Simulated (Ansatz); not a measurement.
System: WSe2.

```cif
data_structure
_symmetry_space_group_name_H-M 'P 1'
_symmetry_Int_Tables_number 1
_cell_length_a 3.2646
_cell_length_b 3.2646
_cell_length_c 16.6587
_cell_angle_alpha 90.000
_cell_angle_beta 90.000
_cell_angle_gamma 120.000
_cell_volume 153.76
loop_
_atom_site_label
_atom_site_type_symbol
_atom_site_fract_x
_atom_site_fract_y
_atom_site_fract_z
_atom_site_occupancy
W1 W 0.00000 0.00000 0.00000 1
Se1 Se 0.33333 0.66667 0.09970 1
Se2 Se 0.33333 0.66667 0.90030 1
```

Space group P-6m2; a structure from a database of computed crystals, not necessarily the ambient phase; changed on purpose from its base cell (strain -0.015 along x and y, +0.000 along z, atoms carried along); not relaxed (largest force 0.3 eV/Å).

Computed with DFT r2SCAN, scalar-relativistic, plane waves, PAW (Ansatz).

Predict the valence pseudo-density and electron localisation function between the atoms.

Answer. W–Se (2.51 Å): the density is about 0.58 e/Å³ at the midpoint; the ELF is about 0.55 at the midpoint.

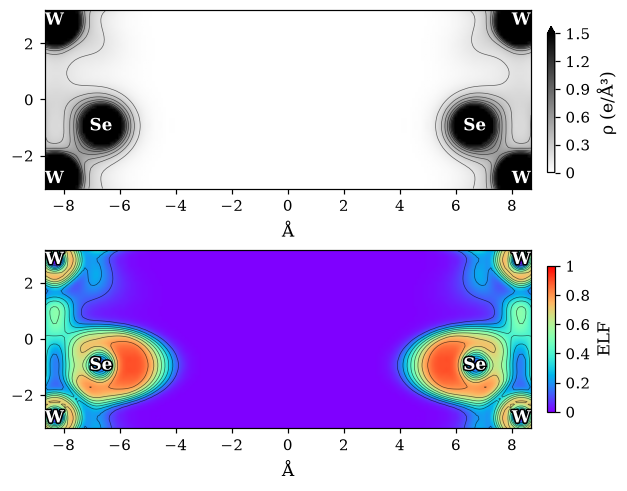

Computed valence pseudo-density and electron localisation function on the (110) plane of the conventional cell, in this order. 
